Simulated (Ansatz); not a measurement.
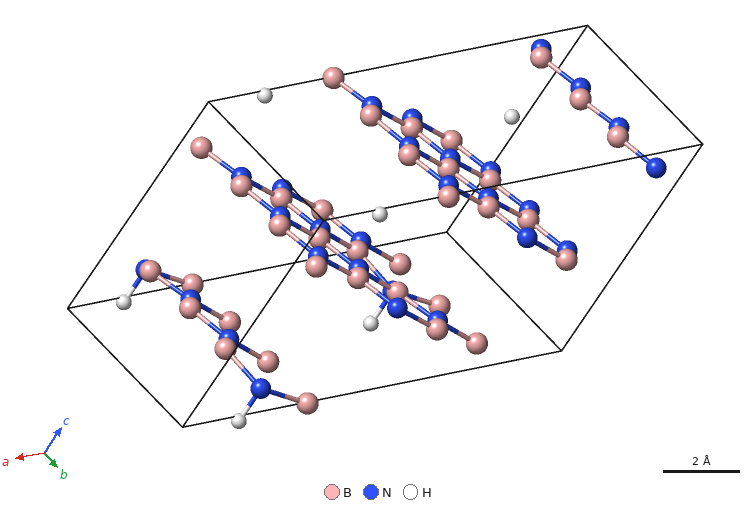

Ball-and-stick drawing of the structure, looking from a general direction. The conventional unit cell is outlined; an atom on or near a face, edge or corner is repeated at each equivalent position. Cell: a = 10.949 Å, b = 7.523 Å, c = 6.679 Å, α = 90.00°, β = 127.59°, γ = 90.00°.

Notes on the structure:

The material is B₁₂HN₁₂. The symmetry is that of Cm (No. 8), on a base-centred monoclinic lattice. Counting shared atoms by their share gives 24 B, 2 H, 24 N, or 50 atoms. B is linked to three N in a distorted trigonal planar arrangement at about 1.4 to 1.5 Å. The neighbours of H is one N at about 1.0 Å. By contacts within bonding range, the coordination numbers are N 3 to 4 (mean 3.1). The bonds build B12HN12 layers parallel to (10-1).

The structure was taken from a structure listed in the Materials Project, repeated into a supercell with a point defect put in. The atoms were relaxed in a fixed cell with DFT PBE+D3(BJ), scalar-relativistic, plane waves, PAW (Ansatz 0.2.0).
